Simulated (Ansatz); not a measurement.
The calculation's input:

```
crystal:
  lattice:
    - [-0.8586630598, 5.1857, 5.2138671406]
    - [4.2593369402, 0.0, 5.2138671406]
    - [5.118, 5.1857, 0.0]
  atoms:
    - { symbol: Hf, position: [0.4861, 0.7219, 0.5536] }
    - { symbol: Hf, position: [0.0536, 0.2384, 0.4861] }
    - { symbol: Hf, position: [0.5536, 0.7384, 0.9861] }
    - { symbol: Hf, position: [0.5139, 0.2781, 0.4464] }
    - { symbol: Hf, position: [0.0139, 0.7781, 0.9464] }
    - { symbol: Hf, position: [0.4464, 0.2616, 0.0139] }
    - { symbol: Hf, position: [0.9464, 0.7616, 0.5139] }
    - { symbol: O, position: [0.39475, 0.08535, 0.36335] }
    - { symbol: O, position: [0.9001909651, 0.5931970667, 0.8712692432], spin: 0.5 }
    - { symbol: O, position: [0.86335, 0.15655, 0.39475], spin: 0.5 }
    - { symbol: O, position: [0.36335, 0.65655, 0.89475] }
    - { symbol: O, position: [0.10525, 0.41465, 0.13665] }
    - { symbol: O, position: [0.60525, 0.91465, 0.63665] }
    - { symbol: O, position: [0.63665, 0.34345, 0.10525], spin: 0.5 }
    - { symbol: O, position: [0.13665, 0.84345, 0.60525] }
    - { symbol: O, position: [0.30205, 0.04465, 0.02955], spin: 0.5 }
    - { symbol: O, position: [0.80205, 0.54465, 0.52955] }
    - { symbol: O, position: [0.02955, 0.12375, 0.80205], spin: 0.5 }
    - { symbol: O, position: [0.52955, 0.62375, 0.30205] }
    - { symbol: O, position: [0.19795, 0.45535, 0.47045] }
    - { symbol: O, position: [0.69795, 0.95535, 0.97045] }
    - { symbol: O, position: [0.47045, 0.37625, 0.69795] }
    - { symbol: O, position: [0.97045, 0.87625, 0.19795], spin: 0.5 }
magnetization:
  spin_polarized: true
total_charge: -2
kpoints:
  mp_grid: { grid: [3, 3, 3] }
scf:
  occupations: { method: fermi_dirac, width: 0.01 }
hamiltonian:
  xc: pbe
  pseudopotentials: { kind: paw }
output:
  forces: true
  stress: true
  populations: true
  efg:
    quadrupole_moments_barn: { Hf: 3.365, O: -0.02558 }
    contact_densities: true
  write_density: true
  write_potential: true
  elf: true
  volumetric_format: npy
relax:
  f_tol: 0.03
  max_steps: 40
```

Run with:

```sh
ansatz run input.yaml --threads 4 --pin off --max-ram 10240MiB --backend cpu --events-out ev --progress --plain --runs-dir out
```

The fields are those of the relaxed geometry.

Spin-polarised.

Computed with DFT, PBE, plane-wave PAW, default files, scalar-relativistic (Ansatz 0.2.0).

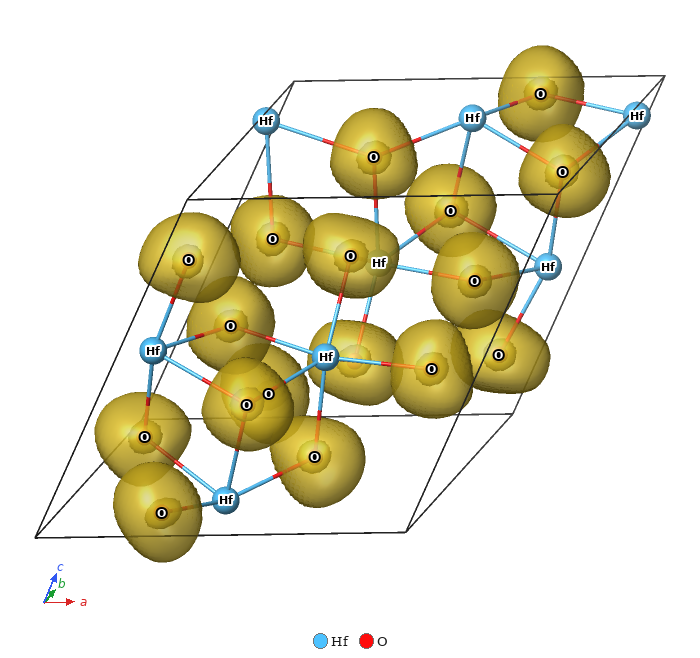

Hf7O16 (cell charge −2, with a compensating background) (cell with a defect). Isosurface of the electron localisation function at 0.65 (yellow), seen at an oblique angle. Only the valence region is drawn (cores and ρ < 0.01 e/Å³ removed). Sticks mark near contacts.

### Where are the electrons localised?

At this value the surface marks out 16 regions wrapped around O (the valence shell of each), counted in one cell of 23 atoms. Any copies at cell faces, edges or corners count once. Along the contacts the grid gives the following. Hf–O (1.99 Å): the ELF peaks at about 0.85 in the valence shell of O, 0.6 Å from its nucleus, and drops to about 0.20 between the two atoms; no shared electron pair shows on this line. Hf–O (2.03 Å): the ELF peaks at about 0.85 in the valence shell of O, 0.6 Å from its nucleus, and drops to about 0.20 between the two atoms: no shared electron pair shows on this line.
